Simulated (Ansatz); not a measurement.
## Electronic structure of HW12S24 (cell charge −1, with a compensating background) (cell with a defect) in real space

```cif
data_structure
_symmetry_space_group_name_H-M 'P 1'
_symmetry_Int_Tables_number 1
_cell_length_a 10.9456
_cell_length_b 10.9456
_cell_length_c 16.9395
_cell_angle_alpha 90.000
_cell_angle_beta 90.000
_cell_angle_gamma 120.000
_cell_volume 1757.55
loop_
_atom_site_label
_atom_site_type_symbol
_atom_site_fract_x
_atom_site_fract_y
_atom_site_fract_z
_atom_site_occupancy
W1 W 0.66733 0.16627 0.00020 1
W2 W 0.33378 0.99857 0.00019 1
W3 W 0.50141 0.33426 0.00017 1
W4 W 0.16633 0.16659 0.00020 1
W5 W 0.83486 0.00088 0.00021 1
W6 W 0.66726 0.66535 0.00016 1
W7 W 0.33394 0.49960 0.00018 1
W8 W 0.00060 0.33190 0.00023 1
W9 W 0.49964 0.83324 0.00019 1
W10 W 0.16812 0.66749 0.00019 1
W11 W 0.83299 0.49989 0.00018 1
W12 W 0.00060 0.83292 0.00017 1
S1 S 0.83416 0.33327 0.90745 1
S2 S 0.50038 0.16646 0.90747 1
S3 S 0.66727 0.49977 0.90684 1
S4 S 0.33380 0.33293 0.90733 1
S5 S 0.00062 0.16644 0.90685 1
S6 S 0.83378 0.83319 0.90738 1
S7 S 0.50071 0.66663 0.90742 1
S8 S 0.16704 0.49972 0.90742 1
S9 S 0.66728 0.99958 0.90739 1
S10 S 0.33383 0.83302 0.90684 1
S11 S 0.00056 0.66626 0.90737 1
S12 S 0.16734 0.99994 0.90740 1
S13 S 0.83414 0.33331 0.09296 1
S14 S 0.50036 0.16647 0.09291 1
S15 S 0.66726 0.49980 0.09352 1
S16 S 0.33386 0.33295 0.09302 1
S17 S 0.00060 0.16637 0.09361 1
S18 S 0.83380 0.83310 0.09296 1
S19 S 0.50074 0.66661 0.09295 1
S20 S 0.16711 0.49980 0.09298 1
S21 S 0.66728 0.99961 0.09301 1
S22 S 0.33384 0.83303 0.09353 1
S23 S 0.00055 0.66627 0.09299 1
S24 S 0.16732 0.99991 0.09296 1
H1 H 0.98957 0.99050 0.50006 1
```

All numbers below come from Ansatz 0.2.0, DFT PBE+D3(BJ), scalar-relativistic, plane waves, PAW.

The density is the valence pseudo-density of a PAW calculation; it isn't the true density close to the nuclei.

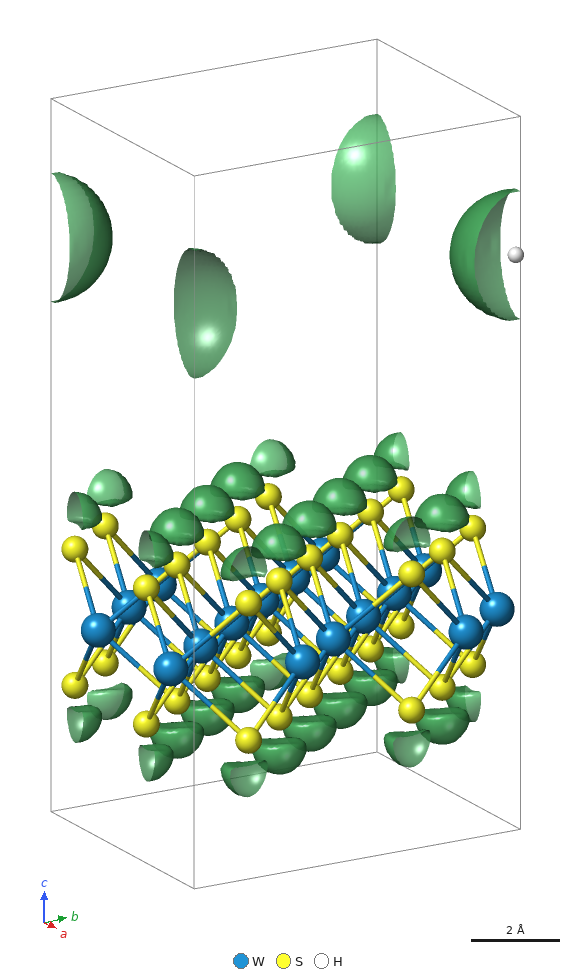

Figure 1. Isosurface of the electron localisation function at 0.9 (green), seen slightly off an axis. Only the valence region is drawn (cores and ρ < 0.01 e/Å³ removed). Sticks mark near contacts.

### Where are the electrons localised?

The ELF exceeds this value in 24 lobes on S, pointing away from the bonds (lone pairs) and one region wrapped around H (its valence shell), counted in one cell of 37 atoms. Counts are for one cell; the picture repeats the cell along the surface. Profiles from the grid: W–S (2.40 Å): the ELF peaks at about 0.85 in the valence shell of S, 0.8 Å from its nucleus, and is about 0.50 at the midpoint.

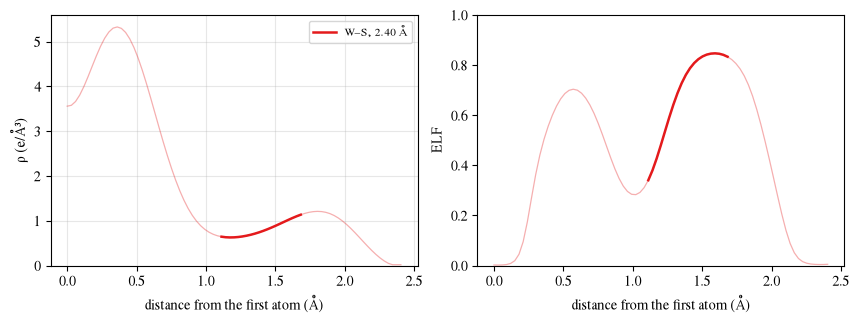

Figure 2. Valence pseudo-density and ELF along straight lines between neighbouring atoms. Thin, pale parts lie inside the atomic spheres.

### What can be read from the curves?

W–S (2.40 Å): ρ at the midpoint is about 0.63 e/Å³; the ELF peaks at about 0.85 in the valence shell of S, 0.8 Å from its nucleus, and is about 0.50 at the midpoint.

### Metal or insulator at this level of theory?

It is gapless in this calculation (a metal or semimetal).
